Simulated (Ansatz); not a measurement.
ZnS. A set of calculations on one system.

Space group P6_3mc; not relaxed (largest force 0.3 eV/Å); the calculation finds a residual pressure of about 2 GPa at this fixed cell.

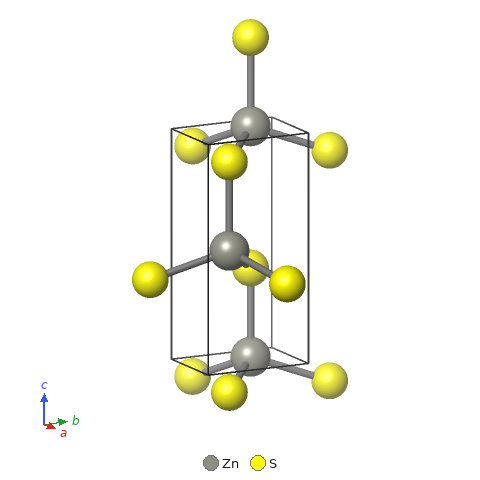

The conventional cell.

```
Zn S
1.0
     3.81100    0.00000    0.00000
    -1.90550    3.30042    0.00000
     0.00000    0.00000    6.23400
Zn S
2 2
Cartesian
  0.0000 2.2003 0.0000
  1.9055 1.1001 3.1170
  0.0000 2.2003 2.4001
  1.9055 1.1001 5.5171
```

Computed with Ansatz 0.2.0, DFT PBE, scalar-relativistic, plane waves, PAW.

Core electrons are frozen (PAW), so the maps are meaningful between the atoms, not at the nuclei.

Part 1: Bonding charge

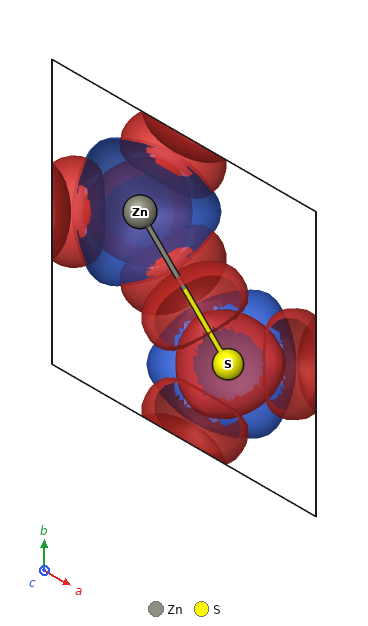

Deformation density (self-consistent density less superposed neutral spherical atoms): red surfaces at +0.04 and blue ones at −0.04 e/Å³, in the conventional cell seen along the c axis (the regions close to the nuclei are left out). Cores are masked to 0.8 Å (Zn) and 0.7 Å (S).

Question: Describe the bonding charge.

Answer: S–Zn (2.31 Å): Δρ is +0.1 e/Å³ at the midpoint.
- Over the whole cell, outside the masked cores, the largest gain, 0.14 e/Å³, lies 0.9 Å from a sulfur nucleus and 1.4 Å from a zinc one, and the largest loss lies at the edge of the masked core of Zn.
- In all about 0.21 e an atom is rearranged against the free atoms.
- Bader charges: Zn +0.89 and S −0.89 e.

Part 2: States by energy

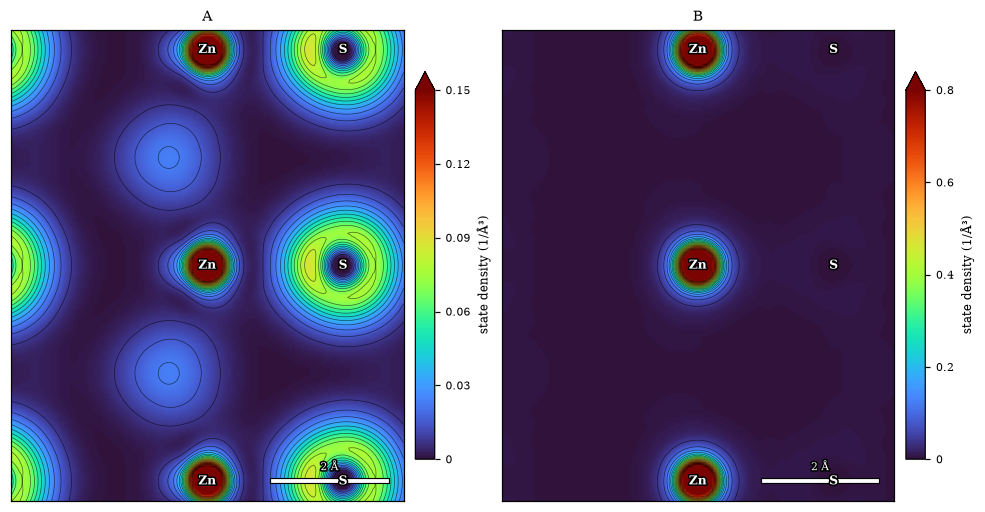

ZnS: densities of the states in two energy windows, on the (11̄0) plane of the conventional cell.

Question: Match the panels to the energy ranges (zero at the valence-band maximum): −6.4 to −4.3 eV and −0.6 to 0.0 eV.

Answer: Panel A: −0.6 to 0.0 eV, the top of the valence band, mainly S 3p (90 %) and Zn 3d (10 %).
Panel B: −6.4 to −4.3 eV, the lower third of the upper valence band, mainly Zn 3d (85 %) and S 3p (10 %).
The characters are Löwdin shares on a minimal set of atomic orbitals.

Part 3: Moving an atom

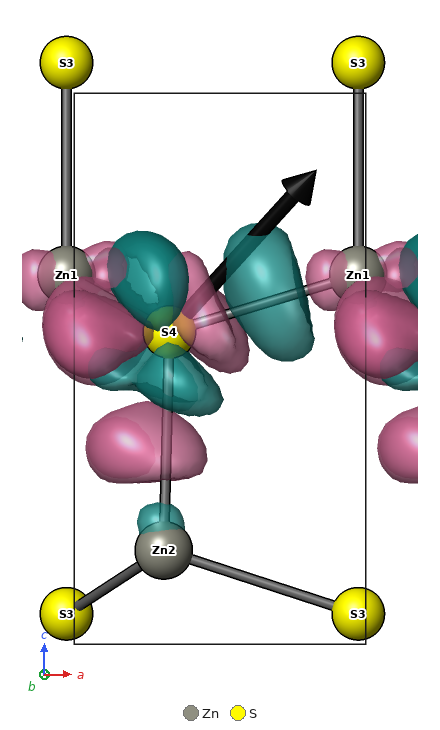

S4 was moved by 0.10 Å roughly along [2 0 1] in the axes of the cell drawn (arrow, not to scale). Change of the density less the rigid motion of the neutral atom's own density: teal surfaces at +0.006 and pink ones at −0.006 e/Å³, in the cell of the calculation (origin moved) seen along the b axis.

Not relaxed before the move (largest force 0.3 eV/Å).

Question: How do the electrons respond beyond following the atom?

Answer: About 0.08 e is rearranged in the cell. Outside the cores the largest gain, 0.03 e/Å³, lies 1.1 Å from a zinc nucleus and 1.1 Å from a sulfur one, and the largest loss lies at the edge of the masked core of S.

Question: How much does the computed force on the atom change?

Answer: The force on it changes by 0.81 eV/Å along the move, against it: a stiffness of about 8.1 eV/Å² for this sublattice shift.

Part 4: Change of volume

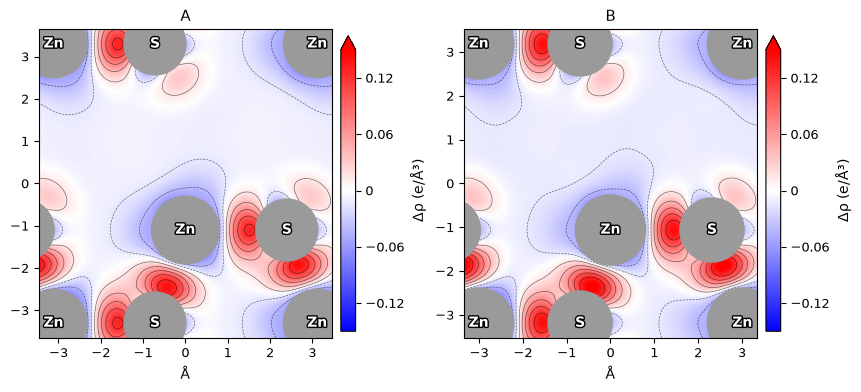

ZnS: deformation density on the (110) plane of the conventional cell at two volumes, with the same fractional coordinates and one colour scale. Grey discs cover the cores. Panel B has 90 % of the volume of panel A.

Question: What changes between the database cell and the scaled one?

Answer: From A to B, S–Zn goes from 2.31 to 2.23 Å, and Δρ at its midpoint from +0.1 to +0.11 e/Å³.
The pressure is 2 GPa in A and 13 GPa in B.
Bader charges stay at Zn +0.89 and S −0.89 e.
The rearranged charge is 0.21 e an atom in A and 0.21 e in B.
The scaled cell isn't relaxed: forces reach 0.5 eV/Å.

Part 5: Taking out a sublattice

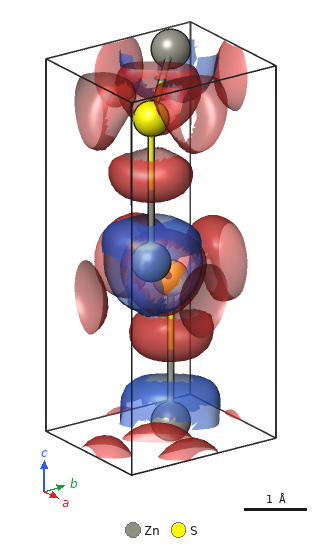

Density of the crystal less the densities of its Zn sublattice and of the rest (S), each computed alone with the atoms in place (the rest with spin, the Zn sublattice without): red surfaces at +0.04 and blue ones at −0.04 e/Å³, in the conventional cell seen slightly off an axis (the regions close to the nuclei are left out). Cores are masked to 0.8 Å (Zn) and 0.7 Å (S).

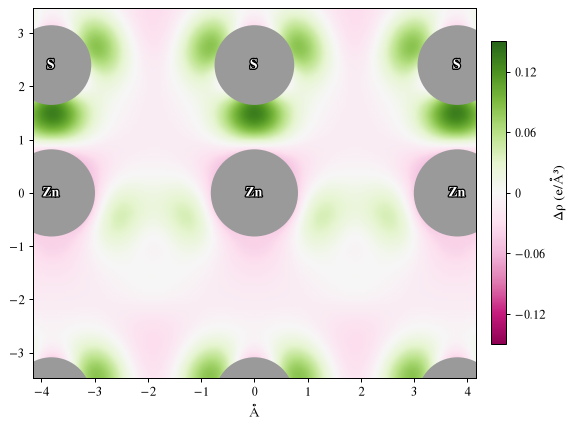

The same field as a map on the (100) plane of the conventional cell, with grey discs over the atomic cores.

Question: What does the difference density show?

Answer: Over the whole cell, outside the masked cores, the largest gain, 0.14 e/Å³, lies 0.9 Å from a sulfur nucleus and 1.4 Å from a zinc one, and the largest loss lies at the edge of the masked core of Zn.
- About 0.4 e is rearranged for each Zn atom.
- By Bader's partition Zn carries +0.89 e, so it gives electrons to the rest.

Question: What is E(crystal) − E(Zn sublattice) − E(rest) for each Zn atom?

Answer: E(crystal) − E(Zn sublattice) − E(rest) is −4.9 eV for each Zn atom (negative: bound). The references are the frozen sublattices, not the elements, so this isn't a formation energy. A moment in a sublattice run without spin would make it less negative.

Part 6: Putting it together

Charge passes from Zn (Pauling electronegativity 1.65) to S (2.58), the direction that the scale predicts; the Bader charges fall short of whole formal charges, as they usually do. The two pressures give a mean stiffness −ΔP/Δln V of about 99 GPa over this range, with the atoms held at their fractional positions.

Run times: 80 s (base cell), 18 s (state densities), 2.6 min (moved atom), 77 s (scaled cell), 24 s (the rest) and 16 s (sublattice Zn), on 1 thread of Arm Neoverse N1, with other jobs on the host.
